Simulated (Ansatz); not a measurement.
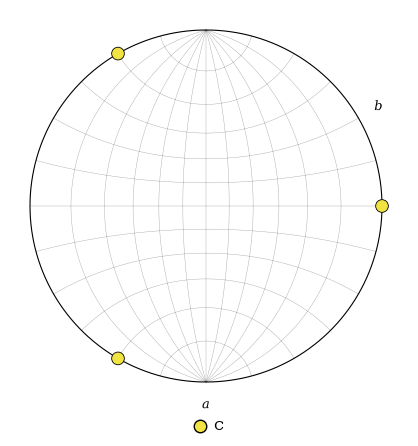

For C, the geometry relaxed with Ansatz, DFT PBE+D3(BJ), scalar-relativistic, plane waves, PAW: directions from one carbon atom at (1/3, 2/3, 0) to its bonded neighbours, in stereographic projection down c (filled: above the plane of the page or in it, open: below). All values are computed from the atomic coordinates in the standard setting (tolerance 0.002 Å).

Neighbours are counted up to 1.76 Å for C.

```
C
1.0
     2.46473    0.00000    0.00000
    -1.23236    2.13452    0.00000
     0.00000    0.00000    3.57451
C
2
Direct
  0.33333 0.66667 0.00000
  0.66667 0.33333 0.00000
```

> How many neighbours are there, and at what angles?

3: 3 C at 1.42 Å. Angles between bonds: 120° (3×).

> What is the site's symmetry in the crystal?

Point group -6m2 (D3h), order 12: one −6 axis, three twofold axes, four mirror planes. In P6/mmm (No. 191) this is Wyckoff position 2c.
